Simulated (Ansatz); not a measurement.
This input was run:

```
crystal:
  lattice:
    - [5.7052428667, 0.0, 0.0]
    - [0.0, 5.7052428667, 0.0]
    - [0.0, 0.0, 6.0142548021]
  atoms:
    - { symbol: Cs, position: [0.0, 0.0, 0.0] }
    - { symbol: Pb, position: [0.5, 0.5, 0.5] }
    - { symbol: Br, position: [0.5, 0.5, 0.0] }
    - { symbol: Br, position: [0.5, 0.0, 0.5] }
    - { symbol: Br, position: [0.0, 0.5, 0.5] }
kpoints:
  mp_grid: { grid: [4, 4, 4] }
  band_path:
    path: [[0.0, 0.0, 0.0], [0.0, 0.5, 0.0], [0.5, 0.5, 0.0], [0.5, 0.5, 0.5]]
    npoints: 1
hamiltonian:
  xc: r2scan
scf:
  occupations: { method: fixed }
  n_extra_bands: 5
output:
  forces: true
  stress: true
  eigenvalues: true
```

Command:
```bash
ansatz run input.yaml --threads 2 --pin off --max-ram 18432MiB --backend cpu --events-out ev --progress --plain --runs-dir out
```

Predict the main features of the density of states.

There is a gap; over the k points computed it is 1.43 eV (direct among those points). The upper group of valence states starts about 5.1 eV under the valence-band top, with a gap beneath it; it holds about 18 electrons a cell. Within the window shown, the tallest peak of the filled states lies 2.4 eV under the valence-band top, at about 13 states per eV and cell.

Spin-orbit coupling is left out, which matters for Pb.

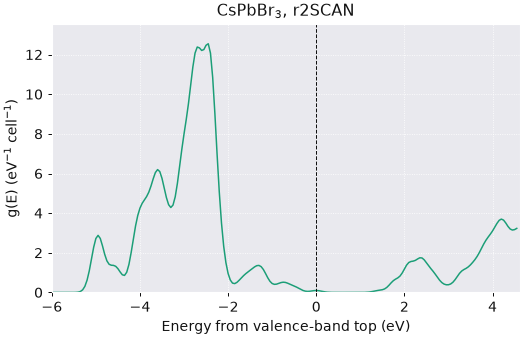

Density of states. Energies are counted from the top of the valence band. The curve is built from the levels of the k mesh with Gaussians 0.3 eV wide, which also blur the band edges.
